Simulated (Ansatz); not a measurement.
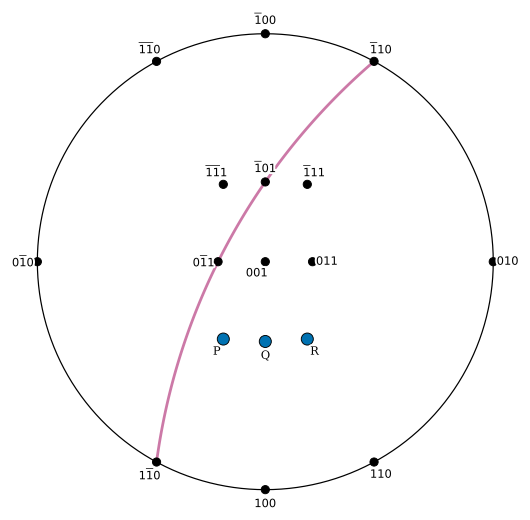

Stereographic projection of plane normals (upper hemisphere) centred on (0 0 1). Crystal: Se, the end point of a relaxation with DFT PBEsol, scalar-relativistic, plane waves, PAW (Ansatz 0.2.0); the starting structure was generated, so it need not be a known form of this composition. The drawing is computed from the coordinates (standard cell, symmetry found to 0.002 Å).

a = 5.038 Å, b = 9.281 Å, c = 4.019 Å, α = 90.00°, β = 90.00°, γ = 90.00°.

Index the poles marked P, Q, R.

Answer. P is (1 −1 1), 42.2° from the centre; Q is (1 0 1), 38.6° from the centre; R is (1 1 1), 42.2° from the centre.

Which zone does the coloured great circle trace?

Answer. The zone [1 1 1]: its poles satisfy h + k + l = 0.

What is the angle between the normals of (0 1 1) and (1 1 0), and what are their d_hkl = 1/|g|?

Answer. 79.1°; d = 3.688 Å and 4.428 Å.
